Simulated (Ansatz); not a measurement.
System: SnO.

The calculation's input:

```
crystal:
  lattice:
    - [0.0, 2.7378644428, 2.7378644428]
    - [2.7378644428, 0.0, 2.7378644428]
    - [2.7378644428, 2.7378644428, 0.0]
  atoms:
    - { symbol: Sn, position: [0.25, 0.25, 0.25] }
    - { symbol: O, position: [0.0, 0.0, 0.0] }
basis:
  ecutwfc: 420
kpoints:
  mp_grid: { grid: [18, 18, 18] }
hamiltonian:
  xc: pbe
scf:
  occupations: { method: gaussian, width: 0.1 }
output:
  forces: true
  stress: true
  eigenvalues: true
  write_density: true
  write_potential: true
  elf: true
  volumetric_format: npy
relax:
  adjacent_minimum: "off"
  f_tol: 0.01
  max_steps: 80
  cell: { stress_tol: 0.05 }
```

Launched as:

```sh
ansatz run input.yaml --threads 1 --pin off --max-ram 2048MiB --backend cpu --events-out ev --progress --plain --runs-dir out
```

Below, planes, directions and counts refer to the conventional cell (a = 5.48 Å, b = 5.48 Å, c = 5.48 Å, α = 90.00°, β = 90.00°, γ = 90.00°).

The fields are those of the relaxed geometry.

Space group F-43m; a structure generated by program, which may or may not match a known phase.

All numbers below come from DFT PBE, scalar-relativistic, plane waves, PAW in Ansatz 0.2.0.

Question: What can the converged valence pseudo-density and electron localisation function tell about the bonding?

Answer: Sn–O (2.37 Å): ρ is about 0.36 e/Å³ halfway; the ELF is about 0.20 at the midpoint: no shared electron pair shows on this line.

Question: Does the calculation make it a metal, or give it a gap?

Answer: It is gapless in this calculation (a metal or semimetal).

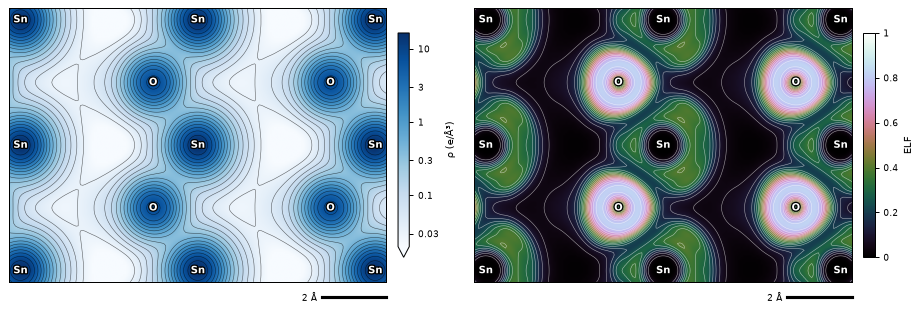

Computed valence pseudo-density and electron localisation function on the (101) plane of the conventional cell, in this order. 

In a PAW calculation such maps are meaningful between the atoms, not at the nuclei.
